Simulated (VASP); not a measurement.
# GW on AlP

Wanted: how far GW moves the Kohn-Sham levels of AlP. The cell is of the zinc-blende type, one of the forms listed for this formula. The start is a computed cell from the Materials Project.

Program: VASP 6.6.1. Level of theory: PBE; plane waves and PAW (Al_GW, P_GW), in the first sound run; inputs show where later runs differ. Results are calculated unless marked as measured.

**1. Starting point**

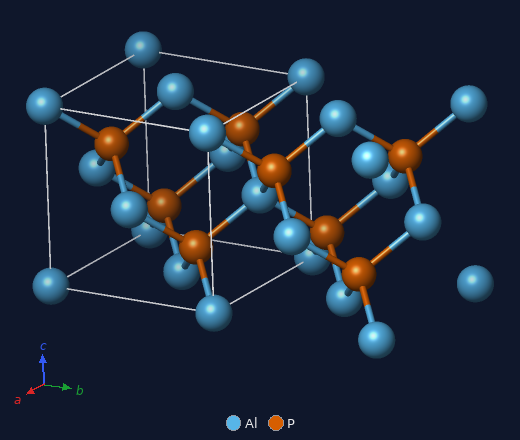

The cell as given, slightly off an axis (aluminium blue, phosphorus orange). 1×2×1 cells are drawn. This picture shows the conventional cell, with its axes. Bonds to atoms that aren't drawn are left out. Some periodic images of atoms are drawn too.

Coordinates:

```
Al P
1.0
     0.00000    2.73648    2.73648
     2.73648    0.00000    2.73648
     2.73648    2.73648    0.00000
Al P
1 1
Direct
  0.00000 0.00000 0.00000
  0.75000 0.75000 0.75000
```

**2. Ground state, k-mesh 4×4×4**

The orbitals come from a self-consistent PBE run with a tight EDIFF and a narrow smearing. KPOINTS_OPT adds the bands along a path, which shows whether the mesh holds the band edges.

Input file INCAR:

```
SYSTEM = AlP
PREC = Accurate
ENCUT = 300
EDIFF = 1E-08
NELM = 100
ISMEAR = 0
SIGMA = 0.01
LREAL = .FALSE.
ALGO = Normal
GGA = PE
NBANDS = 10
LORBIT = 11
LWAVE = .TRUE.
LCHARG = .FALSE.
KPAR = 8
```

Input file POSCAR:

```
AlP
1.0
    0.0000000000      2.7364837130      2.7364837130
    2.7364837130      0.0000000000      2.7364837130
    2.7364837130      2.7364837130      0.0000000000
Al P
1 1
Direct
    0.0000000000      0.0000000000      0.0000000000
    0.7500000000      0.7500000000      0.7500000000
```

Input file KPOINTS:

```
Automatic mesh
0
Gamma
4 4 4
0 0 0
```

Input file KPOINTS_OPT:

```
Line mode
12
Line-mode
Reciprocal
  0.00000000   0.00000000   0.00000000 GAMMA
  0.50000000   0.00000000   0.50000000 X

  0.50000000   0.00000000   0.50000000 X
  0.50000000   0.25000000   0.75000000 W

  0.50000000   0.25000000   0.75000000 W
  0.37500000   0.37500000   0.75000000 K

  0.37500000   0.37500000   0.75000000 K
  0.00000000   0.00000000   0.00000000 GAMMA

  0.00000000   0.00000000   0.00000000 GAMMA
  0.50000000   0.50000000   0.50000000 L

  0.50000000   0.50000000   0.50000000 L
  0.62500000   0.25000000   0.62500000 U

  0.62500000   0.25000000   0.62500000 U
  0.50000000   0.25000000   0.75000000 W

  0.50000000   0.25000000   0.75000000 W
  0.50000000   0.50000000   0.50000000 L

  0.50000000   0.50000000   0.50000000 L
  0.37500000   0.37500000   0.75000000 K

  0.62500000   0.25000000   0.62500000 U
  0.50000000   0.00000000   0.50000000 X
```

PAW data sets: Al_GW and P_GW (PBE family, release 64).

The run is started by

```
$ mpirun -np 8 vasp_std
```

Log:

```text
[banner, memory and clock lines left out]
running    8 mpi-ranks, on    1 nodes
 distrk:  each k-point on    1 cores,    8 groups
 distr:  one band on    1 cores,    1 groups

 POSCAR found type information on POSCAR AlP
 POSCAR found :  2 types and       2 ions
|                                                                             |
|           W    W    AA    RRRRR   N    N  II  N    N   GGGG   !!!           |
|           W    W   A  A   R    R  NN   N  II  NN   N  G    G  !!!           |
|           W    W  A    A  R    R  N N  N  II  N N  N  G       !!!           |
|           W WW W  AAAAAA  RRRRR   N  N N  II  N  N N  G  GGG   !            |
|           WW  WW  A    A  R   R   N   NN  II  N   NN  G    G                |
|           W    W  A    A  R    R  N    N  II  N    N   GGGG   !!!           |
|                                                                             |
|     For optimal performance we recommend to set                             |
|       NCORE = 2 up to number-of-cores-per-socket                            |
|     NCORE specifies how many cores store one orbital (NPAR=cpu/NCORE).      |
|     This setting can greatly improve the performance of VASP for DFT.       |
|     The default, NCORE=1 might be grossly inefficient on modern             |
|     multi-core architectures or massively parallel machines. Do your        |
|     Unfortunately you need to use the default for GW and RPA                |
|     calculations (for HF NCORE is supported but not extensively tested      |
|     yet).                                                                   |
|                                                                             |

 LDA part: xc-table for (Slater+PW92), standard interpolation
 POSCAR, INCAR and KPOINTS ok, starting setup
 FFT: planning ... GRIDC
 FFT: planning ... GRID_SOFT
 FFT: planning ... GRID
 WAVECAR not read
 entering main loop
       N       E                     dE             d eps       ncg     rms          rms(c)
DAV:   1     0.687347970195E+01    0.68735E+01   -0.27977E+03   160   0.483E+02
DAV:   2    -0.982735202756E+01   -0.16701E+02   -0.16202E+02   226   0.883E+01
DAV:   3    -0.106404899227E+02   -0.81314E+00   -0.81204E+00   222   0.202E+01
DAV:   4    -0.106566251425E+02   -0.16135E-01   -0.16123E-01   216   0.281E+00
DAV:   5    -0.106578491980E+02   -0.12241E-02   -0.12240E-02   232   0.630E-01    0.325E+00
DAV:   6    -0.103276754033E+02    0.33017E+00   -0.68116E-01   192   0.337E+00    0.170E+00
DAV:   7    -0.102799143426E+02    0.47761E-01   -0.23938E-01   214   0.218E+00    0.613E-01
DAV:   8    -0.102804412505E+02   -0.52691E-03   -0.15326E-02   192   0.702E-01    0.672E-02
DAV:   9    -0.102806610384E+02   -0.21979E-03   -0.99090E-04   206   0.191E-01    0.320E-02
DAV:  10    -0.102807533840E+02   -0.92346E-04   -0.14209E-04   202   0.707E-02    0.703E-03
DAV:  11    -0.102807588603E+02   -0.54763E-05   -0.35059E-05   210   0.304E-02    0.557E-03
DAV:  12    -0.102807586440E+02    0.21635E-06   -0.65221E-06   216   0.122E-02    0.389E-04
DAV:  13    -0.102807586401E+02    0.38466E-08   -0.21936E-07   198   0.308E-03    0.209E-04
DAV:  14    -0.102807585785E+02    0.61657E-07   -0.11532E-08   214   0.725E-04    0.117E-04
DAV:  15    -0.102807585693E+02    0.91396E-08   -0.24587E-09   120   0.245E-04
   1 F= -.10280759E+02 E0= -.10280759E+02  d E =-.136436E-12
 Start KPOINTS_OPT (optional k-point list driver)
k-point batch [1-8\120]
       N       E                     dE             ncg
DAV:   1     0.190751805259E+03   -0.41422E+03      160
DAV:   2     0.243231520024E+02   -0.16643E+03      262
DAV:   3     0.193937920523E+02   -0.49294E+01      208
DAV:   4     0.193496926749E+02   -0.44099E-01      208
DAV:   5     0.193489923711E+02   -0.70030E-03      216
DAV:   6     0.193489823667E+02   -0.10004E-04      218
DAV:   7     0.193489822691E+02   -0.97583E-07      216
DAV:   8     0.193489822678E+02   -0.12898E-08      162
[...]
k-point batch [113-120\120]
       N       E                     dE             ncg
DAV:   1     0.764432980124E+02   -0.18793E+04      160
DAV:   2    -0.522057594570E+02   -0.12865E+03      256
DAV:   3    -0.557209497251E+02   -0.35152E+01      248
DAV:   4    -0.557502717301E+02   -0.29322E-01      288
DAV:   5    -0.557503188837E+02   -0.47154E-04      268
DAV:   6    -0.557503192325E+02   -0.34882E-06      264
DAV:   7    -0.557503192348E+02   -0.23119E-08      274
 writing wavefunctions
```

Run time: 5.4 s. Hardware: 8 MPI ranks of Intel Xeon Platinum 8259CL at 2.50GHz (Skylake/Cascade Lake), shared host; peak memory 1 GiB.

The logs omit lines about the potential files and the build; timing stands in the text.

OUTCAR, selected parts (step 2):

```text
ion  position               nearest neighbor table
   1  0.000  0.000  0.000-   2 2.37   2 2.37   2 2.37   2 2.37
   2  0.750  0.750  0.750-   1 2.37   1 2.37   1 2.37   1 2.37

  LATTYP: Found a face centered cubic cell.
 ALAT       =     5.4729674260

 Subroutine GETGRP returns: Found 24 space group operations
 (whereof 24 operations were pure point group operations)

The static configuration has the point symmetry T_d .

 Found      8 irreducible k-points:

   k-points           NKPTS =      8   k-points in BZ     NKDIM =      8   number of bands    NBANDS=     10

   dimension x,y,z NGX =    24 NGY =   24 NGZ =   24
   dimension x,y,z NGXF=    48 NGYF=   48 NGZF=   48

   ENCUT  =  300.0 eV  22.05 Ry    4.70 a.u.   5.47  5.47  5.47*2*pi/ulx,y,z

   NELECT =       8.0000    total number of electrons

 k-points in reciprocal lattice and weights: Automatic mesh
   0.00000000  0.00000000  0.00000000       0.016
   0.25000000  0.00000000  0.00000000       0.125
   0.50000000  0.00000000  0.00000000       0.062
   0.25000000  0.25000000  0.00000000       0.094
   0.50000000  0.25000000  0.00000000       0.375
  -0.25000000  0.25000000  0.00000000       0.188
   0.50000000  0.50000000  0.00000000       0.047
  -0.25000000  0.50000000  0.25000000       0.094

 average (electrostatic) potential at core
       1 -53.1700       2 -74.4128

 E-fermi :   3.8891

 k-point     1 :       0.0000    0.0000    0.0000
  band No.  band energies     occupation
      1      -7.6285      2.00000
      2       3.8428      2.00000
      3       3.8428      2.00000
      4       3.8428      2.00000
      5       7.0771      0.00000
      6       8.3691      0.00000
      7       8.3691      0.00000
      8       8.3691      0.00000
      9      12.6301      0.00000
    ...

 k-point     2 :       0.2500    0.0000    0.0000
  band No.  band energies     occupation
      1      -6.9749      2.00000
      2       0.6729      2.00000
      3       3.4009      2.00000
      4       3.4009      2.00000
      5       7.1256      0.00000
      6       8.9591      0.00000
      7       8.9591      0.00000
      8      10.7251      0.00000
      9      12.1293      0.00000
    ...

 k-point     3 :       0.5000    0.0000    0.0000
  band No.  band energies     occupation
      1      -5.9604      2.00000
      2      -1.6702      2.00000
      3       3.0804      2.00000
      4       3.0804      2.00000
      5       6.6153      0.00000
      6       8.6361      0.00000
      7       8.6361      0.00000
      8      12.0875      0.00000
      9      15.2917      0.00000
    ...

  Total        0.4595649      0.4595649      0.4595649     -0.0000000     -0.0000000      0.0000000
  in kB       17.9658935     17.9658935     17.9658935     -0.0000000     -0.0000000      0.0000000
  external PRESSURE =      17.9658935 kB  Pullay stress =       0.0000000 kB

  energy-cutoff  :      300.00
  volume of cell :       40.98
      direct lattice vectors                 reciprocal lattice vectors
     0.000000000  2.736483713  2.736483713    -0.182716235  0.182716235  0.182716235
     2.736483713  0.000000000  2.736483713     0.182716235 -0.182716235  0.182716235
     2.736483713  2.736483713  0.000000000     0.182716235  0.182716235 -0.182716235

 POSITION                                       TOTAL-FORCE (eV/Angst)
 -----------------------------------------------------------------------------------
      0.00000      0.00000      0.00000        -0.000000     -0.000000     -0.000000
      4.10473      4.10473      4.10473         0.000000      0.000000      0.000000
 -----------------------------------------------------------------------------------
    total drift:                                0.000002      0.000002      0.000002

  FREE ENERGIE OF THE ION-ELECTRON SYSTEM (eV)
  ---------------------------------------------------
  free  energy   TOTEN  =       -10.2807585693 eV

  energy  without entropy=      -10.2807585693  energy(sigma->0) =      -10.28075857

 total charge
# of ion       s       p       d       tot
------------------------------------------
    1        0.462   0.483   0.084   1.029
    2        1.100   1.822   0.033   2.956
--------------------------------------------------
tot          1.562   2.305   0.118   3.985

[... 3 further parts left out ...]
```

Numbers from this step:

| Quantity | Value |
| --- | --- |
| free energy (TOTEN) | -10.28 eV |
| Fermi energy | 3.889 eV |
| pressure | 1.797 GPa |
| least gap on mesh and path | 1.573 eV |
| least direct gap on mesh and path | 3.234 eV |

The highest empty bands on the path are converged less tightly, to about 0.1 eV. Electronic bands along the path, in eV, zero at the valence-band top; v1 is the highest filled band, c1 the lowest empty one:

```
    point     v3     v2     v1    c1    c2     c3     c4
        Γ   0.00   0.00   0.00  3.23  4.53   4.53   4.53
        X  -5.30  -2.10  -2.10  1.57  2.45  11.00  11.00
        W  -4.92  -3.15  -2.80  4.31  5.89   6.12   6.33
        K  -5.02  -3.40  -1.73  2.42  5.09   8.41   8.69
        Γ   0.00   0.00   0.00  3.23  4.53   4.53   4.53
        L  -5.51  -0.76  -0.76  2.77  4.79   4.79   8.24
        U  -5.02  -3.40  -1.73  2.42  5.09   8.41   8.69
        W  -4.92  -3.15  -2.80  4.31  5.89   6.12   6.33
        L  -5.51  -0.76  -0.76  2.77  4.79   4.79   8.24
        K  -5.02  -3.40  -1.73  2.42  5.09   8.41   8.69
jump to U  -5.02  -3.40  -1.73  2.42  5.09   8.41   8.69
        X  -5.30  -2.10  -2.10  1.57  2.45  11.00  11.00
```

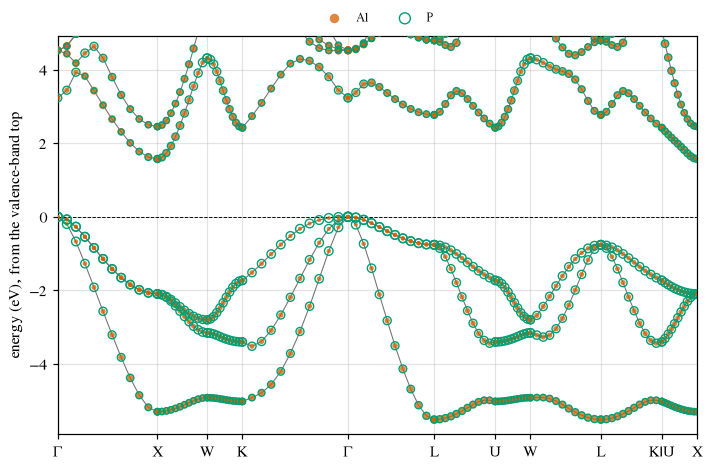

Electronic bands along the path; dots are coloured as in the legend, and their area grows with the weight.

The cell has a gap of 1.57 eV on mesh and path.

**3. Empty bands, k-mesh 4×4×4**

The next step needs empty bands that the ground-state run didn't converge, so the Hamiltonian is diagonalised exactly for NBANDS bands, in a single step. LOPTICS writes the k-derivatives of the orbitals (WAVEDER), which give the long-wavelength limit of the screening.

Input file INCAR:

```
SYSTEM = AlP
PREC = Accurate
ENCUT = 300
ISMEAR = 0
SIGMA = 0.01
LREAL = .FALSE.
GGA = PE
NBANDS = 96
ALGO = Exact
NELM = 1
LWAVE = .TRUE.
LCHARG = .FALSE.
LOPTICS = .TRUE.
NEDOS = 1000
CSHIFT = 0.1
```

POSCAR is that of step 2.

KPOINTS is that of step 2.

The run is started by

```
$ mpirun -np 8 vasp_std
```

Log:

```text
[banner, memory and clock lines left out]
running    8 mpi-ranks, on    1 nodes
 distrk:  each k-point on    8 cores,    1 groups
 distr:  one band on    1 cores,    8 groups

 POSCAR found type information on POSCAR AlP
 POSCAR found :  2 types and       2 ions
 [... a notice as in an earlier step ...]

 LDA part: xc-table for (Slater+PW92), standard interpolation
 found WAVECAR, reading the header
  number of bands has changed, file:    10 present:    96
  trying to continue reading WAVECAR, but it might fail
 POSCAR, INCAR and KPOINTS ok, starting setup
 FFT: planning ... GRIDC
 FFT: planning ... GRID_SOFT
 FFT: planning ... GRID
 reading WAVECAR
 random initialization beyond band           10
 the WAVECAR file was read successfully
 initial charge from wavefunction
 entering main loop
       N       E                     dE             d eps       ncg     rms          rms(c)
DIA:   1    -0.102807585688E+02   -0.10281E+02    0.00000E+00     0   0.000E+00
   1 F= -.10280759E+02 E0= -.10280759E+02  d E =-.185604E-20
 writing wavefunctions
 optical routines
 imaginary and real dielectric function
 recalculating local potential from charge density
 direction            1
 direction            2
 direction            3
```

Run time: 2.6 s. Hardware: 8 MPI ranks; peak memory 0.89 GiB.

OUTCAR, selected parts (step 3):

```text
The static configuration has the point symmetry T_d .

 Found      8 irreducible k-points:

   k-points           NKPTS =      8   k-points in BZ     NKDIM =      8   number of bands    NBANDS=     96

   NELECT =       8.0000    total number of electrons

 E-fermi :   3.9057

 k-point     2 :       0.2500    0.0000    0.0000
  band No.  band energies     occupation
      1      -6.9749      2.00000
      2       0.6729      2.00000
      3       3.4009      2.00000
      4       3.4009      2.00000
      5       7.1255      0.00000
      6       8.9591      0.00000
      7       8.9591      0.00000
      8      10.7251      0.00000
      9      12.1293      0.00000
    ...

 k-point     3 :       0.5000    0.0000    0.0000
  band No.  band energies     occupation
      1      -5.9604      2.00000
      2      -1.6702      2.00000
      3       3.0803      2.00000
      4       3.0803      2.00000
      5       6.6153      0.00000
      6       8.6361      0.00000
      7       8.6361      0.00000
      8      12.0875      0.00000
      9      15.2917      0.00000
    ...

  Total        0.4596554      0.4596554      0.4596554      0.0000000      0.0000000      0.0000000
  in kB       17.9694328     17.9694328     17.9694328      0.0000000      0.0000000      0.0000000
  external PRESSURE =      17.9694328 kB  Pullay stress =       0.0000000 kB

  FREE ENERGIE OF THE ION-ELECTRON SYSTEM (eV)
  ---------------------------------------------------
  free  energy   TOTEN  =       -10.2807585688 eV

  energy  without entropy=      -10.2807585688  energy(sigma->0) =      -10.28075857

 plasma frequency squared (from intraband transitions) (eV^2)
  --------------------------------------------------------------------------------------
       0.000      -0.000      -0.000
      -0.000       0.000       0.000
      -0.000       0.000       0.000

[... 11 parts as in an earlier step ...]

[... 2 further parts left out ...]
```

WAVECAR now holds 96 bands for 8 electrons. Its independent-particle dielectric tensor has xx, yy, zz = 12.3, 12.3, 12.3 on this mesh, which isn't tested for convergence in mesh or bands and lacks local fields.

[end of part 1 of 3]

[Lines on the potential files, build, host, timing and source positions are cut from VASP's logs without a mark.]

[Logs are printed without paths, hosts, clocks, repeated set-up lines and the standing remarks that a program may print on its own settings, such as how far it seeks lower states.]

[Hosts, paths, dates, database ids (printed as entryN), source tags and the programs' standing remarks are cut or masked in the printed files.]

[Pressures printed for these runs are not shown converged in the cutoff: they can be off by several GPa and have the wrong sign.]

[In band tables of VASP the shares of atoms and orbitals are scaled to a sum of 1 inside the atoms' spheres.]
